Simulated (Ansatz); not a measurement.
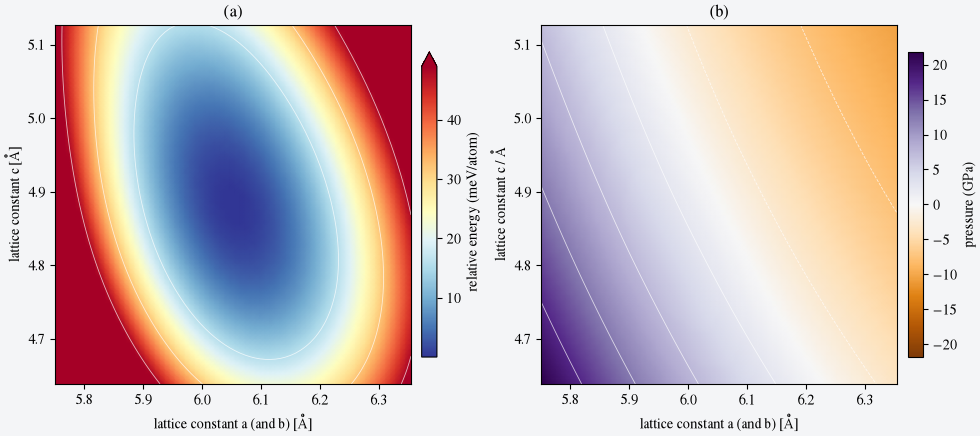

Al₂Cu (I4/mcm, No. 140; 6 atoms in the cell). The energy is mapped over the lattice constants a and c of the conventional cell. The first coordinate is: lattice constant a (and b); the second: lattice constant c. Nothing is relaxed (fractional coordinates fixed). The grid has 11 × 11 points. Points are written as (first, second). Energies are in meV/atom, from the lowest grid point. All numbers below come from Ansatz, DFT PBE, scalar-relativistic, plane waves, PAW. Settings: cutoff 520 eV, k-mesh 10×10×10, gaussian smearing 0.15 eV, no spin polarisation.

Panel (a) is the energy; panel (b) is the computed pressure, in GPa.

In the figure: a smooth colour map with a few white contour lines, one colour for all values above the top of the scale. Between grid points the surface is interpolated.

Question: How does the pressure vary over the map, and what is it at the lowest grid point?

Answer: It runs from −10.4 GPa at (6.355 Å, 5.127 Å) to 21.8 GPa at (5.750 Å, 4.638 Å). At the lowest grid point, (6.052 Å, 4.883 Å), it is 0.0 GPa.

| lattice constant c ↓, lattice constant a (and b) → | 5.750 | 5.810 | 5.871 | 5.931 | 5.992 | 6.052 | 6.113 | 6.173 | 6.234 | 6.294 | 6.355 |
| --- | --- | --- | --- | --- | --- | --- | --- | --- | --- | --- | --- |
| 5.127 | 7.1 | 4.3 | 1.9 | −0.3 | −2.3 | −4.1 | −5.7 | −7.1 | −8.4 | −9.5 | −10.4 |
| 5.078 | 8.2 | 5.3 | 2.8 | 0.5 | −1.6 | −3.4 | −5.1 | −6.5 | −7.8 | −9.0 | −10.0 |
| 5.029 | 9.3 | 6.4 | 3.8 | 1.4 | −0.7 | −2.7 | −4.4 | −5.9 | −7.2 | −8.4 | −9.5 |
| 4.980 | 10.6 | 7.5 | 4.8 | 2.4 | 0.1 | −1.8 | −3.6 | −5.2 | −6.6 | −7.8 | −8.9 |
| 4.931 | 11.9 | 8.7 | 5.9 | 3.4 | 1.1 | −0.9 | −2.8 | −4.4 | −5.9 | −7.2 | −8.3 |
| 4.883 | 13.3 | 10.0 | 7.1 | 4.5 | 2.1 | 0.0 | −1.9 | −3.6 | −5.1 | −6.5 | −7.7 |
| 4.834 | 14.7 | 11.4 | 8.4 | 5.7 | 3.3 | 1.1 | −0.9 | −2.7 | −4.3 | −5.7 | −6.9 |
| 4.785 | 16.3 | 12.9 | 9.8 | 7.0 | 4.5 | 2.2 | 0.1 | −1.7 | −3.4 | −4.8 | −6.1 |
| 4.736 | 18.0 | 14.5 | 11.3 | 8.4 | 5.7 | 3.4 | 1.3 | −0.7 | −2.4 | −3.9 | −5.3 |
| 4.687 | 19.9 | 16.2 | 12.9 | 9.9 | 7.1 | 4.7 | 2.5 | 0.5 | −1.3 | −2.9 | −4.4 |
| 4.638 | 21.8 | 18.0 | 14.6 | 11.4 | 8.6 | 6.1 | 3.8 | 1.7 | −0.2 | −1.9 | −3.4 |

PAW datasets: the set soft_1.
